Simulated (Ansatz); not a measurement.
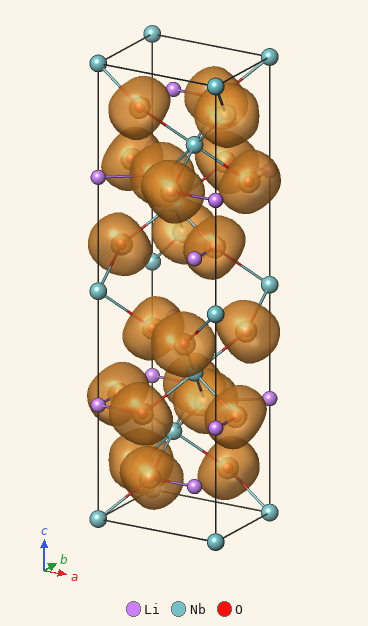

The picture shows: LiNbO$_{3}$. Isosurface of the electron localisation function at 0.65 (orange), seen slightly off an axis. Only the valence region is drawn (cores and ρ < 0.01 e/Å³ removed). Sticks mark near contacts.

Space group R-3c.

The calculation used DFT r2SCAN, scalar-relativistic, plane waves, PAW in Ansatz.

```yaml
crystal:
  lattice:
    - [5.18477, 0.00000, 0.00000]
    - [-2.59239, 4.49015, 0.00000]
    - [0.00000, 0.00000, 13.68846]
  atoms:
    - { symbol: Li, position: [0.66667, 0.33333, 0.08333] }
    - { symbol: Li, position: [0.33333, 0.66667, 0.41667] }
    - { symbol: Li, position: [0.00000, 0.00000, 0.75000] }
    - { symbol: Li, position: [0.00000, 0.00000, 0.25000] }
    - { symbol: Li, position: [0.66667, 0.33333, 0.58333] }
    - { symbol: Li, position: [0.33333, 0.66667, 0.91667] }
    - { symbol: Nb, position: [0.33333, 0.66667, 0.16667] }
    - { symbol: Nb, position: [0.00000, 0.00000, 0.50000] }
    - { symbol: Nb, position: [0.66667, 0.33333, 0.83333] }
    - { symbol: Nb, position: [0.00000, 0.00000, 0.00000] }
    - { symbol: Nb, position: [0.66667, 0.33333, 0.33333] }
    - { symbol: Nb, position: [0.33333, 0.66667, 0.66667] }
    - { symbol: O, position: [0.37848, 0.00000, 0.25000] }
    - { symbol: O, position: [0.04515, 0.33333, 0.58333] }
    - { symbol: O, position: [0.71182, 0.66667, 0.91667] }
    - { symbol: O, position: [0.00000, 0.37848, 0.25000] }
    - { symbol: O, position: [0.66667, 0.71182, 0.58333] }
    - { symbol: O, position: [0.33333, 0.04515, 0.91667] }
    - { symbol: O, position: [0.62152, 0.62152, 0.25000] }
    - { symbol: O, position: [0.28818, 0.95485, 0.58333] }
    - { symbol: O, position: [0.95485, 0.28818, 0.91667] }
    - { symbol: O, position: [0.28818, 0.33333, 0.08333] }
    - { symbol: O, position: [0.95485, 0.66667, 0.41667] }
    - { symbol: O, position: [0.62152, 0.00000, 0.75000] }
    - { symbol: O, position: [0.66667, 0.95485, 0.08333] }
    - { symbol: O, position: [0.33333, 0.28818, 0.41667] }
    - { symbol: O, position: [0.00000, 0.62152, 0.75000] }
    - { symbol: O, position: [0.04515, 0.71182, 0.08333] }
    - { symbol: O, position: [0.71182, 0.04515, 0.41667] }
    - { symbol: O, position: [0.37848, 0.37848, 0.75000] }
```

### What do the ELF domains correspond to?

The ELF exceeds this value in 18 regions wrapped around O (the valence shell of each), counted in one cell of 30 atoms. Any copies at cell faces, edges or corners count once. Along the contacts the grid gives the following. Li–O (1.96 Å): the ELF peaks at about 0.85 in the valence shell of O, 0.6 Å from its nucleus, and falls to about 0.05 next to Li (a largely ionic contact). Nb–O (1.98 Å): the ELF peaks at about 0.80 in the valence shell of O, 0.6 Å from its nucleus, and drops to about 0.25 between the two atoms (no localised pair shows between them).
